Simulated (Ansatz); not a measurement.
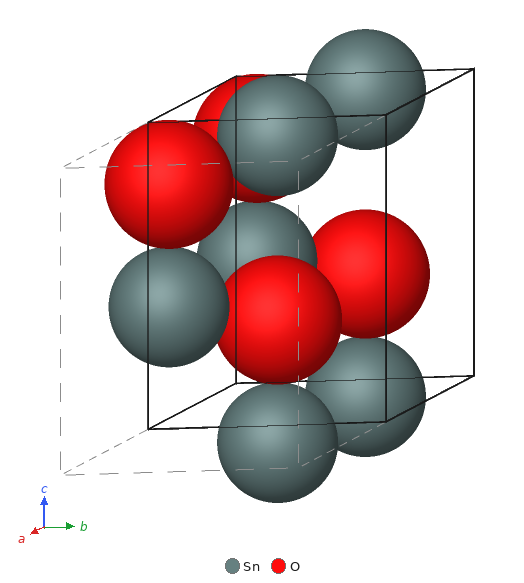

This space-filling model is shown slightly off an axis. The drawing covers 2×1×1 cells, and the solid lines enclose one conventional unit cell.

SnO, space group P6_3mc (No. 186), a = 4.14 Å, b = 4.14 Å, c = 5.39 Å, α = 90.00°, β = 90.00°, γ = 120.00°.

The numbers come from DFT r2SCAN, scalar-relativistic, plane waves, PAW in Ansatz 0.2.0, using plane-wave cutoff 500 eV, the zone sampled with 12×12×6 points, Gaussian smearing of 0.02 eV, no spin polarisation.

> Is the electronic structure metallic or gapped?

A semiconductor at this level, with a gap of 1.24 eV on the k-mesh (the true edges may lie between mesh points, so the gap can be somewhat smaller).

The initial geometry was a structure listed in the Materials Project, with elements exchanged, so it need not be a known form of the compound. The picture shows the end point of a geometry optimisation with DFT r2SCAN, scalar-relativistic, plane waves, PAW (Ansatz 0.2.0).
